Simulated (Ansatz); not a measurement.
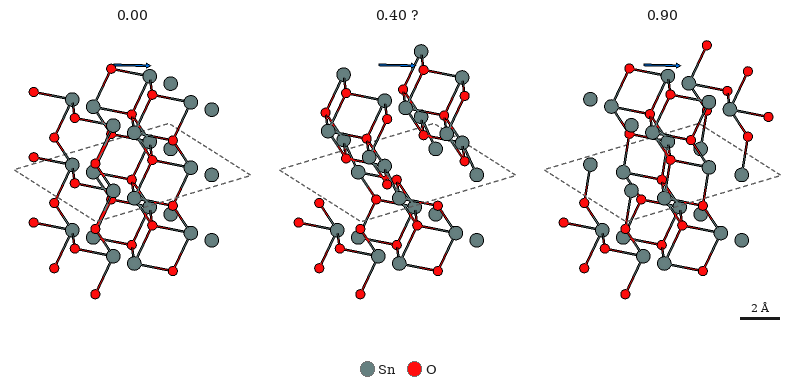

A scan of solid SnO (Pmmn): the crystal above a cut along the (0 1 0) plane of the conventional cell (between a plane of O/Sn below and one of O/Sn above, 1.91 Å apart) is slid rigidly by fractions of an in-plane lattice vector 6.23 Å long (a generalised stacking fault). One cut stands in each cell, which starts 11.4 Å high; nothing is relaxed, and the dashed outline marks the cut, the arrow on top the direction of slip. A ball-and-stick model of the layers on both sides of the cut, seen obliquely from above.

Theory: Ansatz 0.2.0, DFT r2SCAN, scalar-relativistic, plane waves, PAW. (plane-wave cutoff 500 eV; k-point mesh 7 × 9 × 3; occupations gaussian; smearing width 0.03 eV; no spin polarisation). Energies (free energies at the smearing named) are counted from the relaxed crystal.

```
slip (fraction of the lattice vector)  γ (mJ/m²)
                                 0.00          0
                                 0.10        614
                                 0.20       1775
                                 0.30       3275
                                 0.40          ?
                                 0.50       8677
                                 0.60       7532
                                 0.70       4389
                                 0.80       2437
                                 0.90        784
```

> Estimate the missing energy from the other rows, and compare with the calculation.

A straight line between the two neighbours gives 5976 mJ/m². A cubic through the four nearest rows (0.20, 0.30, 0.50, 0.60) gives, with Lagrange weights, (−0.1667)(1775) + (0.6667)(3275) + (0.6667)(8677) + (−0.1667)(7532) = 6417 mJ/m². The calculation gives 5931 mJ/m², so the cubic is 486 mJ/m² too high and the straight line 45 mJ/m² too high, as the curve bends upwards here.

The whole profile:

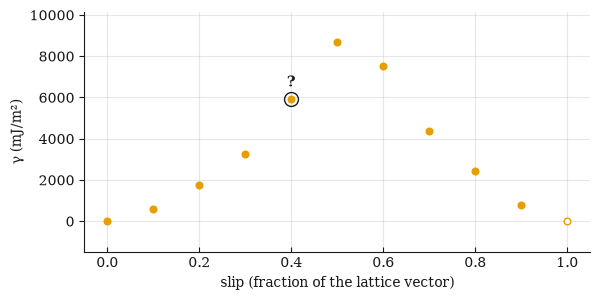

Limits of the set-up: layers or molecules are held without a dispersion correction, so their spacing is unreliable.
